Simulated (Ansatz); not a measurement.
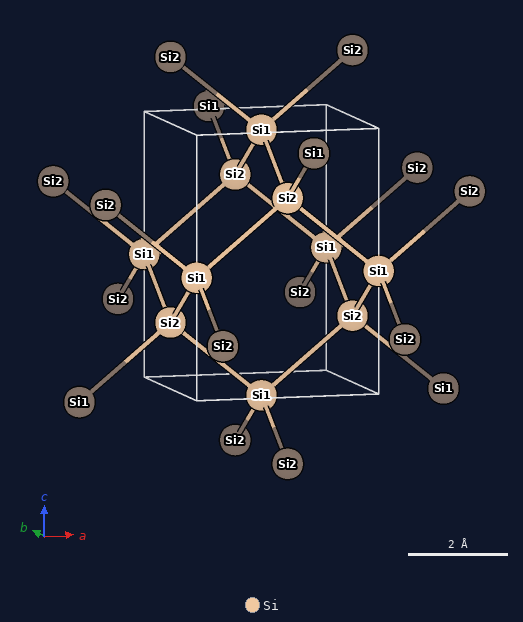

**Figure 1.** The structure as given in the input (ball-and-stick view of the cell 2 times as large as that of the calculation, set on its symmetry axes, seen slightly off an axis; neighbours outside the cell are drawn fainter; atoms are numbered from 1 in the order of the input).

# What a change does: single-point calculation on Si

System: Si (Imma, 2 atoms in the cell).
Method of run 1: DFT r2SCAN, scalar-relativistic, plane waves, PAW, no spin polarisation (Ansatz 0.2.0).

The structure derives from an entry of the Crystallography Open Database. Text and figures count atoms from 1; the logs count them from 0 in places.

### Input file, run 1
```yaml
crystal:
  lattice:
    - [0.0, 2.71547, 2.71547]
    - [2.71547, 0.0, 2.71547]
    - [2.71547, 2.71547, 0.0]
  atoms:
    - { symbol: Si, position: [0.5368260375, 0.4631739625, 0.4631739625] }
    - { symbol: Si, position: [0.75, 0.75, 0.75] }
basis:
  ecutwfc: 500
kpoints:
  mp_grid: { grid: [10, 10, 10] }
hamiltonian:
  xc: r2scan
scf:
  occupations: { method: gaussian, width: 0.05 }
output:
  forces: true
  stress: true
  eigenvalues: true
```

Command:
```bash
ansatz run input.yaml --threads 1 --pin off --max-ram 2560MiB --backend cpu --events-out ev --progress --plain --runs-dir out
```

Hardware: 1 thread of Intel Xeon (Granite Rapids), 192 GiB of memory available, shared host.

### Output, shortened to warnings, some set-up lines, iterations and results (run 1)
```
Basis set: ecut = 500 eV, 965 PW (Γ), exchange–correlation on 120×120×120 points (64 copies of the dense FFT grid, shifted against one another)
Symmetry: 8 space group operations
k-points: 171 of 1000
Initial density: superposition of atomic densities (neutral atoms: chi_scale 0, normalization atom), corrected by the library's trained network
[...]
SCF iter   1: F=—  HF=-1277.844163 eV  |F-HF|=—  |Δ(HF+E_count)|=         —  Δρ=3.30e-3  dr2=3.34e-3  dr2_τ=1.28e-2  ethr=1.77e-3  ⟨swp⟩=6.0  Hψ=12749  notcnv=0
SCF iter   2: F=—  HF=-1277.858700 eV  |F-HF|=—  |Δ(HF+E_count)|=   1.45e-2  Δρ=1.92e-3  dr2=9.71e-4  dr2_τ=6.35e-6  ethr=4.18e-5  ⟨swp⟩=2.0  Hψ=4101  notcnv=0  defer=1
SCF iter   3: F=—  HF=-1277.858692 eV  |F-HF|=—  |Δ(HF+E_count)|=   7.31e-6  Δρ=2.24e-4  dr2=1.78e-5  dr2_τ=6.48e-7  ethr=1.21e-5  ⟨swp⟩=1.3  Hψ=1502  notcnv=0  defer=1
SCF iter   4: F=—  HF=-1277.858694 eV  |F-HF|=—  |Δ(HF+E_count)|=   1.77e-6  Δρ=6.05e-5  dr2=7.01e-7  dr2_τ=1.40e-8  ethr=2.22e-7  ⟨swp⟩=2.3  Hψ=2057  notcnv=0  defer=1
SCF iter   5: F=-1277.858695 eV  HF=-1277.858695 eV  |F-HF|=7.85e-8  |Δ(HF+E_count)|=   7.63e-7  Δρ=1.66e-5  dr2=4.09e-8  dr2_τ=6.73e-10  ethr=8.76e-9  ⟨swp⟩=2.0  Hψ=2050  …
SCF iter   6: F=-1277.858695 eV  HF=-1277.858695 eV  |F-HF|=2.82e-10  |Δ(HF+E_count)|=   8.64e-8  Δρ=1.34e-6  dr2=4.20e-10  dr2_τ=4.61e-12  ethr=5.11e-10  ⟨swp⟩=2.4  Hψ=5070  …
SCF 1 converged in 6 iterations: F = -1277.858695 eV  dr2 = 4.20e-10
SCF converged after 6 iterations
Free energy (F): -1277.858695 eV
Harris-Foulkes:  -1277.858695 eV  (|F-HF|=2.82e-10)
Internal energy: -1277.858568 eV  (E = F + TS)
E sigma→0 (E₀):  -1277.858632 eV
Entropy (-TS):   -0.000127 eV (-0.063 meV/atom)
Fermi energy:    6.720520 eV
--- Per-component energies (eV) ---
  E_band       = 6.667310
  E_kinetic    = 81.182457
  E_local      = -53.873945  (includes V_loc(G=0)·N_el)
  E_nonlocal   = 50.320697
  E_hartree    = 14.903587
  E_xc         = -103.135954
  E_vxc        = -99.664954  (∫ρ·V_xc dr)
  E_paw        = -1039.055091  (= ΣΔE_a)
  E_vpaw       = -5.015222  (= ΣTr[D̂ρ^β])
  E_aug_tail   = 0.000009  (compensation charges beyond the density's cutoff)
  E_vtau       = 3.911062  (kinetic-family band-sum trace: ∫τ·v_τ [+ j·A + Jᵃ·Aᵃ] dr)
  E_ewald      = -228.047462
  E_core_change = -0.152866  (= ΣΔE_core)
  E_smearing   = -0.000127  (= −TS)
  E_closure    = -0.000000  (closes the sum)
  Σ components = -1277.858695   (vs F -1277.858695, Δ=0.00e0)
--- Forces (eV/Å), atoms counted from 1 ---
  atom   1  Si     2.63048178    -0.00000000     0.00000000
  atom   2  Si    -2.63048178     0.00000000     0.00000000
  max |Σ_I F_I| component: 4.44e-16 eV/Å
--- Stress (GPa, compression-positive) ---
        0.191711      -0.000000      -0.000000
        0.000000       3.048797      -8.403539
       -0.000000      -8.403539       3.048797
  P = ⅓ Tr σ = 2.0964 GPa (20.964 kbar)
```

Run 2 used a changed input.

### The two runs side by side

| quantity | run 1 | run 2 |
| --- | --- | --- |
| outcome | converged | converged |
| free energy per atom (eV) | −638.9293 | −638.7899 |
| gap on the mesh (eV) | 0.00 | 0.00 |
| pressure (GPa) | 2.10 | 3.63 |
| largest force (eV/Å) | 2.630 | 4.148 |
| SCF iterations | 6 | 6 |
| irreducible k-points | 171 | 282 |
| plane waves at Γ | 965 | 965 |
| wall time (shared host) | 3.6 s | 5.6 s |

Which change of the input explains these differences?

The change (lines with − go, lines with + come):
```diff
-    - { symbol: Si, position: [0.5368260375, 0.4631739625, 0.4631739625] }
+    - { symbol: Si, position: [0.5, 0.5, 0.426347925] }
```

With the same functional and potentials, run 2 lies 139.5 meV per atom higher. The pressure goes from 2.10 to 3.63 GPa. The largest force goes from 2.630 to 4.148 eV/Å. The number of SCF iterations is the same. The irreducible k-points go from 171 to 282. On the same kind of shared host run 2 took about 1.6 times as long.

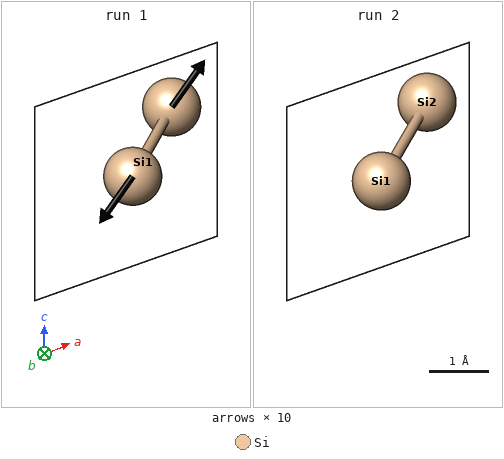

**Figure 2.** The two input geometries at one scale (ball-and-stick view of the cell of the calculation, along the b axis). The black arrows on the first give the shifts of the atoms relative to the cell, magnified 10 times. The largest moves, 0.10 Å, are those of Si1 and Si2. The lattice vectors keep their values. Among the contacts that change: Si1–Si2 2.242 → 2.369 Å.

### Output, shortened to warnings, some set-up lines, iterations and results (run 2)
```
Basis set: ecut = 500 eV, 965 PW (Γ), exchange–correlation on 120×120×120 points (64 copies of the dense FFT grid, shifted against one another)
Symmetry: 4 space group operations
k-points: 282 of 1000
Initial density: superposition of atomic densities (neutral atoms: chi_scale 0, normalization atom), corrected by the library's trained network
[...]
SCF iter   1: F=—  HF=-1277.566342 eV  |F-HF|=—  |Δ(HF+E_count)|=         —  Δρ=3.47e-3  dr2=4.00e-3  dr2_τ=1.32e-2  ethr=1.77e-3  ⟨swp⟩=6.0  Hψ=21223  notcnv=0
SCF iter   2: F=—  HF=-1277.579753 eV  |F-HF|=—  |Δ(HF+E_count)|=   1.34e-2  Δρ=1.97e-3  dr2=1.02e-3  dr2_τ=8.81e-6  ethr=5.00e-5  ⟨swp⟩=2.0  Hψ=6760  notcnv=0  defer=4
SCF iter   3: F=—  HF=-1277.579786 eV  |F-HF|=—  |Δ(HF+E_count)|=   3.31e-5  Δρ=2.02e-4  dr2=2.28e-5  dr2_τ=7.37e-7  ethr=1.27e-5  ⟨swp⟩=1.1  Hψ=2354  notcnv=0  defer=4
SCF iter   4: F=—  HF=-1277.579783 eV  |F-HF|=—  |Δ(HF+E_count)|=   3.02e-6  Δρ=5.75e-5  dr2=7.56e-7  dr2_τ=1.39e-8  ethr=2.84e-7  ⟨swp⟩=2.6  Hψ=3421  notcnv=0  defer=4
SCF iter   5: F=-1277.579784 eV  HF=-1277.579784 eV  |F-HF|=5.74e-8  |Δ(HF+E_count)|=   5.37e-7  Δρ=1.40e-5  dr2=3.17e-8  dr2_τ=4.46e-10  ethr=9.45e-9  ⟨swp⟩=2.0  Hψ=3377  …
SCF iter   6: F=-1277.579784 eV  HF=-1277.579784 eV  |F-HF|=2.11e-10  |Δ(HF+E_count)|=   6.33e-8  Δρ=1.51e-6  dr2=6.61e-10  dr2_τ=8.85e-12  ethr=3.96e-10  ⟨swp⟩=2.4  Hψ=8504  …
SCF 1 converged in 6 iterations: F = -1277.579784 eV  dr2 = 6.61e-10
SCF converged after 6 iterations
Free energy (F): -1277.579784 eV
Harris-Foulkes:  -1277.579784 eV  (|F-HF|=2.11e-10)
Internal energy: -1277.579601 eV  (E = F + TS)
E sigma→0 (E₀):  -1277.579692 eV
Entropy (-TS):   -0.000183 eV (-0.092 meV/atom)
Fermi energy:    6.655181 eV
--- Per-component energies (eV) ---
  E_band       = 6.481874
  E_kinetic    = 81.331257
  E_local      = -54.476952  (includes V_loc(G=0)·N_el)
  E_nonlocal   = 50.576520
  E_hartree    = 14.928665
  E_xc         = -103.162401
  E_vxc        = -99.708409  (∫ρ·V_xc dr)
  E_paw        = -1039.073401  (= ΣΔE_a)
  E_vpaw       = -5.023364  (= ΣTr[D̂ρ^β])
  E_aug_tail   = 0.000009  (compensation charges beyond the density's cutoff)
  E_vtau       = 3.925463  (kinetic-family band-sum trace: ∫τ·v_τ [+ j·A + Jᵃ·Aᵃ] dr)
  E_ewald      = -227.550431
  E_core_change = -0.152866  (= ΣΔE_core)
  E_smearing   = -0.000183  (= −TS)
  E_closure    = -0.000000  (closes the sum)
  Σ components = -1277.579784   (vs F -1277.579784, Δ=0.00e0)
--- Forces (eV/Å), atoms counted from 1 ---
  atom   1  Si     2.72452312     2.72452312    -1.53617067
  atom   2  Si    -2.72452312    -2.72452312     1.53617067
  max |Σ_I F_I| component: 2.22e-16 eV/Å
--- Stress (GPa, compression-positive) ---
        2.544327       3.509518      -8.732081
        3.509518       2.544327      -8.732081
       -8.732081      -8.732081       5.809584
  P = ⅓ Tr σ = 3.6327 GPa (36.327 kbar)
```
